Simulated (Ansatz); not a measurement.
# A series of single points on SnO₂

System: SnO₂ (P-1, 6 atoms in the cell).
Method: DFT PBE+D3(BJ), scalar-relativistic, plane waves, PAW, PAW set soft_1, no spin polarisation (Ansatz 0.2.0).

The 5 runs differ only in the geometry, by a shift of atoms along one path in a fixed cell. The shift s is measured from run 3: Sn2 moves along the Cartesian direction (−0.03, −0.02, −1.00), and Sn1, O3, O4, O5 and O6 with it in fixed proportion. The structure derives from a Materials Project entry.

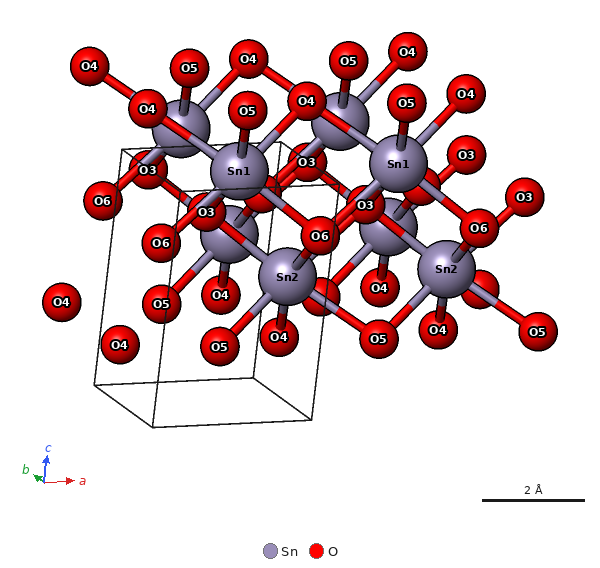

Figure 1. The structure of run 3 (ball-and-stick view of the cell of the calculation, repeated 2 × 2 × 1, seen slightly off an axis; bonded neighbours outside the cell are drawn too; atoms are numbered from 1 in the order of the input). An atom can appear more than once, as a periodic image.

### Input of run 3
```yaml
crystal:
  lattice:
    - [1.618626461, -2.8035432689, 0.0]
    - [1.618626461, 0.934514423, 4.291825746]
    - [-4.855879383, -2.8035432689, 0.0]
  atoms:
    - { symbol: Sn, position: [0.5420109282, 0.4590178198, -0.0125429783] }
    - { symbol: Sn, position: [-0.0420109282, 0.5409821802, 0.5125429783] }
    - { symbol: O, position: [0.4800750937, 0.7460447061, 0.7646400351] }
    - { symbol: O, position: [1.0199249063, 0.7155554097, 0.2225600035] }
    - { symbol: O, position: [0.4800750937, 0.2844445903, 0.2774399965] }
    - { symbol: O, position: [1.0199249063, 0.2539552939, 0.7353599649] }
basis:
  ecutwfc: 520.0
kpoints:
  mp_grid: { grid: [8, 6, 6] }
hamiltonian:
  xc: pbe
  pseudopotentials: { kind: paw, azcp: { folder: soft_1 } }
  dispersion: d3bj
scf:
  occupations: { method: gaussian, width: 0.05 }
output:
  forces: true
  stress: true
  eigenvalues: true
```

Command:
```bash
ansatz run input.yaml --threads 2 --pin off --max-ram 4096MiB --backend cpu --events-out ev --progress --plain --runs-dir out
```

Lattice vectors (Å) and fractional positions of run 3:
```
   1.618626   -2.803543    0.000000
   1.618626    0.934514    4.291826
  -4.855879   -2.803543    0.000000
Sn  0.542011  0.459018 -0.012543
Sn -0.042011  0.540982  0.512543
O   0.480075  0.746045  0.764640
O   1.019925  0.715555  0.222560
O   0.480075  0.284445  0.277440
O   1.019925  0.253955  0.735360
```

Run 2 differs from it as follows:
```diff
-    - { symbol: Sn, position: [0.5420109282, 0.4590178198, -0.0125429783] }
-    - { symbol: Sn, position: [-0.0420109282, 0.5409821802, 0.5125429783] }
-    - { symbol: O, position: [0.4800750937, 0.7460447061, 0.7646400351] }
-    - { symbol: O, position: [1.0199249063, 0.7155554097, 0.2225600035] }
-    - { symbol: O, position: [0.4800750937, 0.2844445903, 0.2774399965] }
-    - { symbol: O, position: [1.0199249063, 0.2539552939, 0.7353599649] }
+    - { symbol: Sn, position: [0.5420109282, 0.4385267298, -0.0188144674] }
+    - { symbol: Sn, position: [-0.0420109282, 0.5614732702, 0.5188144674] }
+    - { symbol: O, position: [0.4800750937, 0.7536670303, 0.775160043] }
+    - { symbol: O, position: [1.0199249063, 0.7079330855, 0.2120399956] }
+    - { symbol: O, position: [0.4800750937, 0.2920669145, 0.2879600044] }
+    - { symbol: O, position: [1.0199249063, 0.2463329697, 0.724839957] }
```

### Results, with one run withheld

| run | shift s of Sn2 (Å) | free energy per atom, from the lowest run given (meV) | pressure (GPa) | gap on the mesh (eV) | force along the path (eV/Å) |
| --- | --- | --- | --- | --- | --- |
| 1 | −0.2640 | 78.17 | −6.40 | 0.50 | 2.295 |
| 2 | −0.0880 | ? | ? | ? | ? |
| 3 | 0.0000 | 11.55 | −0.74 | 1.25 | 0.803 |
| 4 | 0.0880 | 2.84 | 0.26 | 1.41 | 0.390 |
| 5 | 0.1760 | 0.00 | 0.61 | 1.46 | 0.000 |

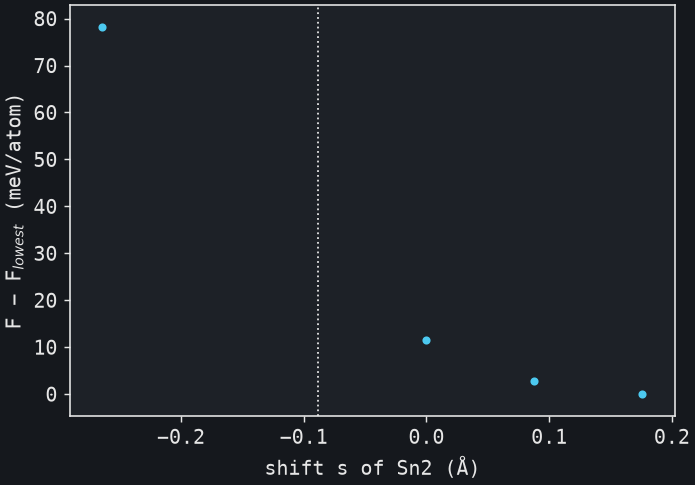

Figure 2. Free energy per atom of the runs given; the dotted line marks run 2.

Estimate the energy of run 2 from the others.

A quadratic polynomial in the coordinate, fitted to the 4 runs given, misses them by at most 0.22 meV per atom. With x = s − 0.0000, it reads F = 11.696 − 140.27 x + 422.24 x² (meV per atom). At run 2 it gives 27.31 meV per atom, and the run itself gives 26.58. The slope of the fit gives a force −dF/ds of 1.288 eV/Å along the path (summed over the atoms that move), and the printed forces give 1.254 eV/Å. The fit has its minimum at s = 0.1661 Å. The fit misses that run by 0.73 meV per atom. The gap on the mesh goes, without turning, from 0.50 eV in run 1 to 1.46 eV in run 5; run 2 has 1.02 eV. These are gaps of this functional on this mesh, which can miss the band edges; they aren't the measured gap.

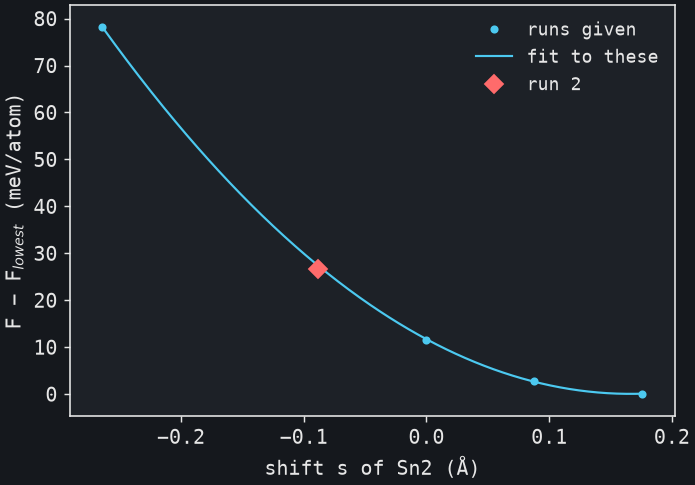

Figure 3. The fit and the withheld run.

### Output, shortened to warnings, some set-up lines, iterations and results (run 2)
```
Basis set: ecut = 520 eV, 2079 PW (Γ), exchange–correlation on 50×72×90 points (8 copies of the dense FFT grid, shifted against one another)
Symmetry: 2 space group operations
k-points: 148 of 288
Initial density: superposition of atomic densities (chi_scale 0.1, normalization cell, long waves kept (reshape's long-wave potential 0.06 eV rms))
[...]
SCF iter   1: F=—  HF=-14318.651038 eV  |F-HF|=—  |Δ(HF+E_count)|=         —  Δρ=6.49e-2  dr2=2.66e0  ethr=3.10e-3  ⟨swp⟩=6.3  Hψ=22946  notcnv=0  defer=12
SCF iter   2: F=—  HF=-14318.109826 eV  |F-HF|=—  |Δ(HF+E_count)|=   5.41e-1  Δρ=3.32e-2  dr2=5.69e-1  ethr=3.10e-3  ⟨swp⟩=3.0  Hψ=10404  notcnv=0  defer=252
SCF iter   3: F=—  HF=-14318.033430 eV  |F-HF|=—  |Δ(HF+E_count)|=   7.64e-2  Δρ=1.08e-2  dr2=1.04e-1  ethr=1.09e-3  ⟨swp⟩=3.0  Hψ=8968  notcnv=0  defer=104
SCF iter   4: F=—  HF=-14318.024548 eV  |F-HF|=—  |Δ(HF+E_count)|=   8.88e-3  Δρ=3.10e-3  dr2=6.20e-3  ethr=2.00e-4  ⟨swp⟩=2.0  Hψ=6980  notcnv=0  defer=104
SCF iter   5: F=—  HF=-14318.028268 eV  |F-HF|=—  |Δ(HF+E_count)|=   3.72e-3  Δρ=1.73e-3  dr2=1.92e-3  ethr=1.19e-5  ⟨swp⟩=2.0  Hψ=7681  notcnv=0  defer=137
SCF iter   6: F=—  HF=-14318.028910 eV  |F-HF|=—  |Δ(HF+E_count)|=   6.42e-4  Δρ=6.52e-4  dr2=2.94e-4  ethr=3.69e-6  ⟨swp⟩=2.0  Hψ=6279  notcnv=0  defer=137
SCF iter   7: F=—  HF=-14318.029309 eV  |F-HF|=—  |Δ(HF+E_count)|=   3.99e-4  Δρ=1.30e-4  dr2=1.51e-5  ethr=5.65e-7  ⟨swp⟩=2.0  Hψ=6485  notcnv=0  defer=137
SCF iter   8: F=—  HF=-14318.029350 eV  |F-HF|=—  |Δ(HF+E_count)|=   4.13e-5  Δρ=2.49e-5  dr2=5.51e-7  ethr=2.90e-8  ⟨swp⟩=2.0  Hψ=6635  notcnv=0  defer=137
SCF iter   9: F=-14318.029352 eV  HF=-14318.029352 eV  |F-HF|=2.37e-8  |Δ(HF+E_count)|=   2.07e-6  Δρ=5.61e-6  dr2=2.15e-8  ethr=1.92e-10  ⟨swp⟩=11.7  Hψ=24709  notcnv=0
SCF 1 converged in 9 iterations: F = -14318.029352 eV  dr2 = 2.15e-8
SCF converged after 9 iterations
Free energy (F): -14318.029352 eV
Harris-Foulkes:  -14318.029352 eV  (|F-HF|=2.37e-8)
Internal energy: -14318.029352 eV  (E = F + TS)
E sigma→0 (E₀):  -14318.029352 eV
Fermi energy:    8.758217 eV
--- Per-component energies (eV) ---
  E_band       = -177.197298
  E_kinetic    = 1011.129873
  E_local      = -3515.565339  (includes V_loc(G=0)·N_el)
  E_nonlocal   = 499.622004
  E_hartree    = 1590.262736
  E_xc         = -535.526825
  E_vxc        = -523.292519  (∫ρ·V_xc dr)
  E_paw        = -9396.527349  (= ΣΔE_a)
  E_vpaw       = -829.620344  (= ΣTr[D̂ρ^β])
  E_aug_tail   = 0.000992  (compensation charges beyond the density's cutoff)
  E_ewald      = -3970.218664
  E_disp       = -1.206779  (pairwise vdW)
  E_smearing   = -0.000000  (= −TS)
  E_closure    = -0.000000  (closes the sum)
  Σ components = -14318.029352   (vs F -14318.029352, Δ=0.00e0)
--- Forces (eV/Å), atoms counted from 1 ---
  atom   1  Sn    -0.91349167     1.14739090     0.52475502
  atom   2  Sn     0.91349167    -1.14739090    -0.52475502
  atom   3  O      0.10325989     0.01600328    -0.03939159
  atom   4  O     -0.24618225     0.10297235    -0.09642646
  atom   5  O      0.24618225    -0.10297235     0.09642646
  atom   6  O     -0.10325989    -0.01600328     0.03939159
  max |Σ_I F_I| component: 1.39e-17 eV/Å
--- Stress (GPa, compression-positive) ---
       -1.445873      -0.202436      -0.810438
       -0.202437      -2.093789      -0.556443
       -0.810438      -0.556443      -3.372966
  P = ⅓ Tr σ = -2.3042 GPa (-23.042 kbar)
```
